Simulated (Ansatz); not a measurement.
Take the following structure.

```cif
data_structure
_symmetry_space_group_name_H-M 'P 1'
_symmetry_Int_Tables_number 1
_cell_length_a 2.5054
_cell_length_b 4.3380
_cell_length_c 7.1656
_cell_angle_alpha 90.000
_cell_angle_beta 90.000
_cell_angle_gamma 90.000
_cell_volume 77.88
loop_
_atom_site_label
_atom_site_type_symbol
_atom_site_fract_x
_atom_site_fract_y
_atom_site_fract_z
_atom_site_occupancy
C1 C 0.00000 0.16663 0.00000 1
C2 C 0.50000 0.33337 0.00000 1
C3 C 0.00000 0.66663 0.50000 1
C4 C 0.50000 0.83337 0.50000 1
C5 C 0.50000 0.16663 0.50000 1
C6 C 0.00000 0.33337 0.50000 1
C7 C 0.50000 0.66663 0.00000 1
C8 C 0.00000 0.83337 0.00000 1
```

What does this file describe?

The element is carbon. The structure has Fmmm (No. 69) symmetry and a face-centred orthorhombic lattice. The cell holds eight atoms. The coordination shell of C holds three C in a trigonal planar arrangement at 1.45 Å. The bonds build C layers parallel to (001).

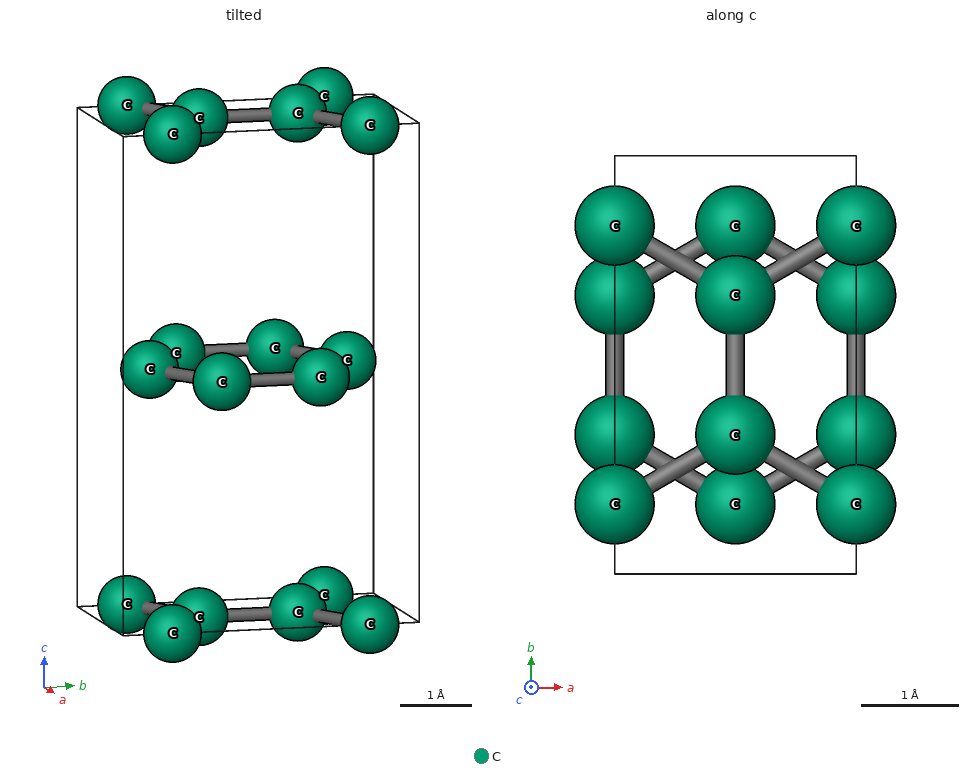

Ball-and-stick representation of a periodic structure, projected slightly off an axis and along the c axis. The outline marks the conventional unit cell.

The structure comes from a structure listed in the Materials Project. It was relaxed with DFT r2SCAN, scalar-relativistic, plane waves, PAW in Ansatz 0.2.0 under a constraint or pressure on the cell, so some stress remains.

At this level of theory the run's own cell isn't at rest (stretched, at -15 GPa), so its distances can differ from those at equilibrium, the more so the softer the solid.
